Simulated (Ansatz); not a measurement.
```
CELL_PARAMETERS angstrom
4.05548 0.00000 0.00000
0.00000 4.05548 0.00000
0.00000 0.00000 11.45583
ATOMIC_POSITIONS crystal
Al 0.00000 0.00000 0.00000
Al 0.50000 0.50000 0.24976
Al 0.50000 0.50000 0.75024
Ga 0.00000 0.00000 0.50000
As 0.50000 0.00000 0.37413
As 0.00000 0.50000 0.62587
As 0.50000 0.00000 0.87511
As 0.00000 0.50000 0.12489
```

Space group P-4m2; a structure generated by program, which may or may not match a known phase.

These are results of Ansatz, DFT PBE, scalar-relativistic, plane waves, PAW, not measurements.

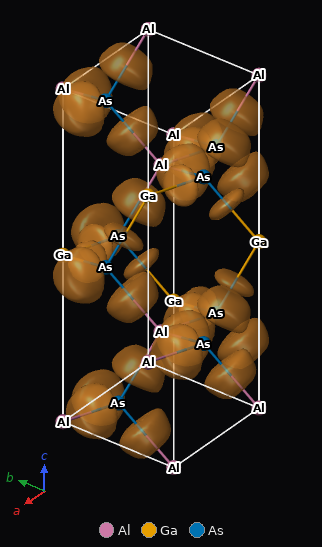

Al3GaAs4. Isosurface of the ELF at 0.7 (orange), seen at an oblique angle. Core shells and regions of very low density are left out. Sticks mark near contacts.

In a PAW calculation such maps are meaningful between the atoms, not at the nuclei.

### Identify the bonds, lone pairs and shells in this picture.

At this value the surface marks out twelve regions between bonded Al–As atoms (shared pairs) and four regions between bonded As–Ga atoms (shared pairs), counted in one cell of 8 atoms. Any copies at cell faces, edges or corners count once.

Values along the shortest contacts:
Al–As (2.48 Å): the ELF peaks at about 0.95 between the atoms; a covalent bond. Ga–As (2.49 Å): the ELF peaks at about 0.80 between the atoms (a covalent bond).

### Metal or insulator at this level of theory?

It is gapped, with a Kohn–Sham gap of 1.3 eV on the k-point mesh, an upper bound to the gap of this method.
